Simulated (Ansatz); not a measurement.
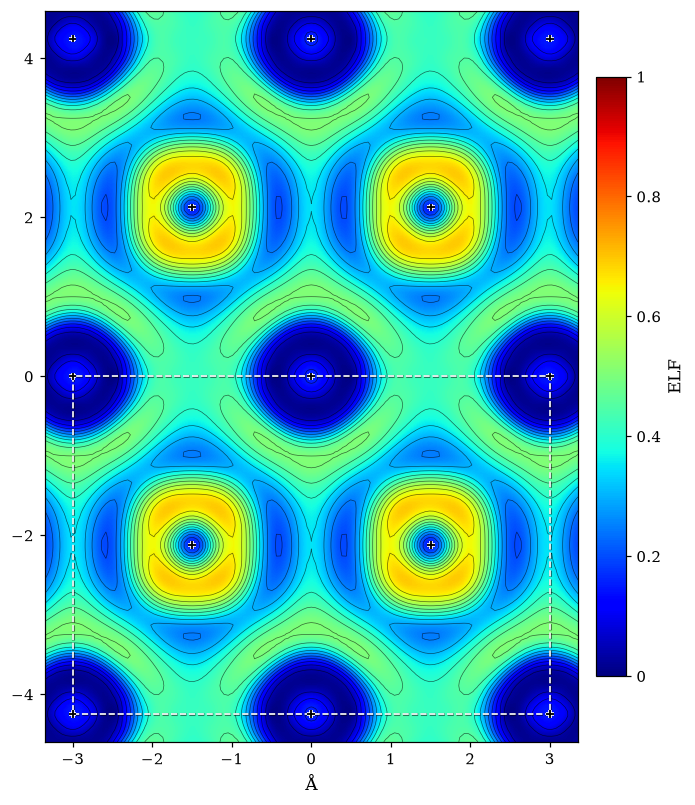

The ELF on a plane through atoms (crosses mark nuclei in the plane).

Level of theory: Ansatz 0.2.0, DFT PBE, scalar-relativistic, plane waves, PAW.

Candidates:
A. Si, a = 5.47 Å, b = 5.47 Å, c = 5.47 Å, α = 90.00°, β = 90.00°, γ = 90.00°. Space group Fd-3m.
B. AlRu, a = 3.00 Å, b = 3.00 Å, c = 6.01 Å, α = 90.00°, β = 90.00°, γ = 90.00°. Space group Pm-3m; computed without spin polarisation.

### Which system is this?

Candidate B: AlRu on the (110) plane of the calculation cell, which holds Al and Ru. Al–Ru (2.60 Å): the ELF is about 0.35 at the midpoint.
